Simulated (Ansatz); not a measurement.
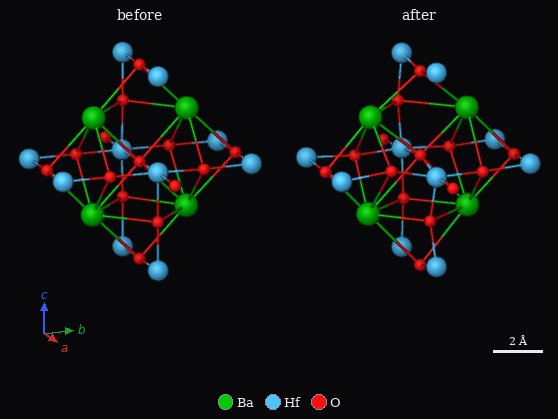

The structure of a defect cell of composition Ba$_{7}$Hf$_{8}$O$_{23}$ before (left) and after (right) a relaxation, at one scale.

A ball-and-stick model of the atoms within 5.0 Å of the atom that moves most (axes of the cell of the calculation (origin shifted)), seen slightly off an axis.

Theory: DFT, PBEsol, PAW, plane waves (Ansatz).

Input file:
```yaml
crystal:
  lattice:
    - [8.315187, 0.000000, 0.000000]
    - [0.000000, 8.315187, 0.000000]
    - [0.000000, 0.000000, 8.315187]
  atoms:
    - { symbol: Ba, position: [0.996522, 0.998970, 0.996056] }
    - { symbol: Ba, position: [0.002691, 0.002379, 0.496599] }
    - { symbol: Ba, position: [0.993293, 0.497724, 0.998262] }
    - { symbol: Ba, position: [0.997865, 0.498495, 0.500743] }
    - { symbol: Ba, position: [0.501377, 0.000319, 0.998016] }
    - { symbol: Ba, position: [0.493457, 0.998639, 0.501244] }
    - { symbol: Ba, position: [0.501108, 0.496598, 0.999183] }
    - { symbol: Hf, position: [0.248803, 0.252388, 0.254116] }
    - { symbol: Hf, position: [0.247580, 0.253853, 0.747807] }
    - { symbol: Hf, position: [0.246509, 0.750005, 0.252132] }
    - { symbol: Hf, position: [0.246227, 0.743655, 0.752272] }
    - { symbol: Hf, position: [0.749017, 0.246187, 0.246754] }
    - { symbol: Hf, position: [0.750087, 0.250202, 0.748665] }
    - { symbol: Hf, position: [0.753354, 0.752480, 0.245965] }
    - { symbol: Hf, position: [0.751453, 0.752710, 0.753597] }
    - { symbol: O, position: [0.248600, 0.251871, 0.997771] }
    - { symbol: O, position: [0.250183, 0.754250, 0.000684] }
    - { symbol: O, position: [0.246134, 0.753735, 0.499785] }
    - { symbol: O, position: [0.745773, 0.252431, 0.003306] }
    - { symbol: O, position: [0.747639, 0.251939, 0.500008] }
    - { symbol: O, position: [0.753023, 0.748311, 0.996637] }
    - { symbol: O, position: [0.748428, 0.752447, 0.499112] }
    - { symbol: O, position: [0.997113, 0.248131, 0.247559] }
    - { symbol: O, position: [0.996734, 0.247529, 0.747287] }
    - { symbol: O, position: [0.000907, 0.755511, 0.248853] }
    - { symbol: O, position: [0.998228, 0.748177, 0.748605] }
    - { symbol: O, position: [0.500576, 0.249219, 0.248607] }
    - { symbol: O, position: [0.503216, 0.250462, 0.751596] }
    - { symbol: O, position: [0.499967, 0.749745, 0.248694] }
    - { symbol: O, position: [0.503259, 0.749790, 0.749097] }
    - { symbol: O, position: [0.247398, 0.998938, 0.253961] }
    - { symbol: O, position: [0.252946, 0.001583, 0.750550] }
    - { symbol: O, position: [0.247317, 0.497210, 0.247187] }
    - { symbol: O, position: [0.254386, 0.498920, 0.750866] }
    - { symbol: O, position: [0.750762, 0.002390, 0.246623] }
    - { symbol: O, position: [0.749072, 0.996773, 0.751677] }
    - { symbol: O, position: [0.749714, 0.497345, 0.245974] }
    - { symbol: O, position: [0.746493, 0.499196, 0.750940] }
  symmetry: { detect: false }
kpoints:
  mp_grid: { grid: [1, 1, 1], shift: [0.25, 0.25, 0.25] }
hamiltonian:
  xc: pbesol
scf:
  occupations: { method: fermi_dirac, width: 0.01 }
relax:
  f_tol: 0.03
  max_steps: 80
  escape_saddle: false
  adjacent_minimum: "off"
output:
  forces: true
  eigenvalues: true
  populations: true
```

Launched with:
```bash
ansatz run in.yaml --threads 8 --pin off --max-ram 13300MiB --runs-dir r --events-out ev --progress --plain
```

Q: Describe what moved and what it gained.

A: The energy falls by 3.259 eV per cell of the calculation in 6 geometry steps. The largest force component goes from 4.3 to 0.016 eV/Å. O23 moves most: 0.32 Å roughly along [1 0 3]. Largest moves by element: O 0.32 Å, Hf 0.20 Å, Ba 0.15 Å. The cell stays as it was. Near-neighbour distances that change, for instance: Ba1–O23 2.944 → 3.259 Å, Ba1–O24 2.924 → 3.237 Å, Ba1–O31 2.992 → 3.259 Å, Ba3–O23 2.934 → 3.191 Å. Among the angles between lasting bonds that change: Hf8–O23–Hf12 178.6° → 161.1°, Hf9–O24–Hf13 177.9° → 161.9°, Ba4–O23–Hf8 88.1° → 102.2°. Cost: 33 s on 8 threads of Arm Neoverse-V2, peak memory 1.2 GiB.

Limits of the set-up: the periodic images lie only 8.3 Å apart, so the values are limited by the cell's size.
